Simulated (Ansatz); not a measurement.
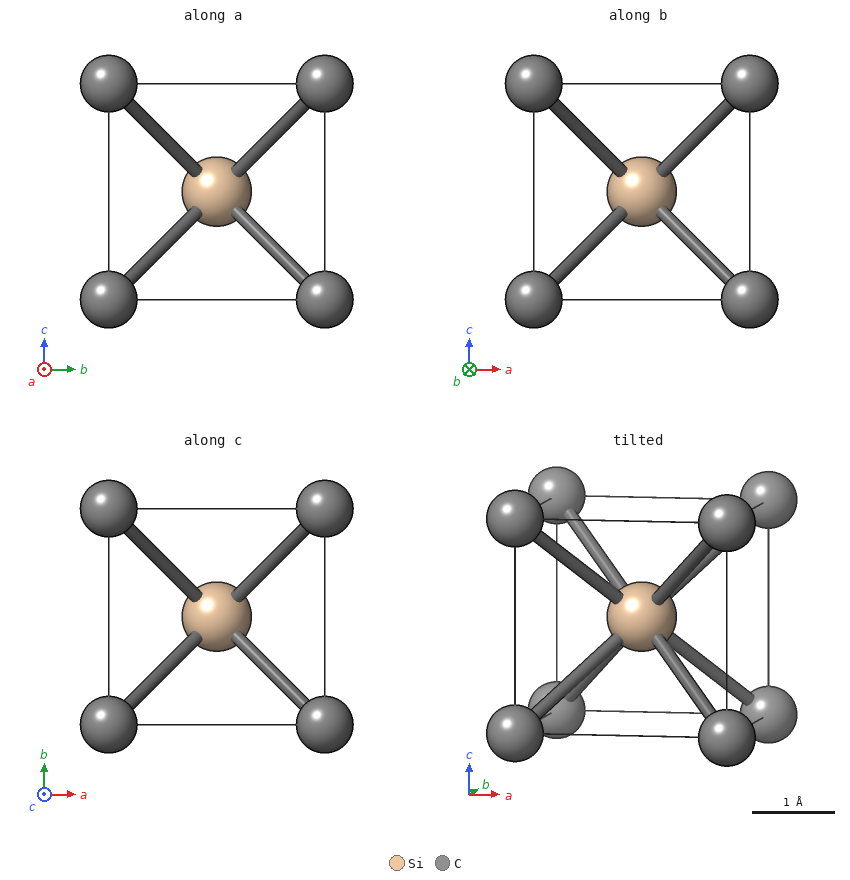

This ball-and-stick model is shown along the a axis, along the b axis, along the c axis and slightly off an axis. The conventional unit cell is drawn as a box.

Lattice parameters: a = 2.6415 Å, b = 2.6415 Å, c = 2.6415 Å, α = 90.000°, β = 90.000°, γ = 90.000°.

Give the structure in the form of a CIF with its space group and independent sites.

```cif
data_structure
_symmetry_space_group_name_H-M 'P m -3 m'
_symmetry_Int_Tables_number 221
_cell_length_a 2.6415
_cell_length_b 2.6415
_cell_length_c 2.6415
_cell_angle_alpha 90.000
_cell_angle_beta 90.000
_cell_angle_gamma 90.000
_cell_volume 18.43
loop_
_atom_site_label
_atom_site_type_symbol
_atom_site_symmetry_multiplicity
_atom_site_Wyckoff_symbol
_atom_site_fract_x
_atom_site_fract_y
_atom_site_fract_z
_atom_site_occupancy
Si1 Si 1 b 0.5000 0.5000 0.5000 1
C1 C 1 a 0.0000 0.0000 0.0000 1
```

The structure comes from a structure type filled with these elements by a generator (whether the compound takes this form wasn't checked). Earlier steps of the study may have refined or changed the cell and positions. A calculation with Ansatz used it as input.
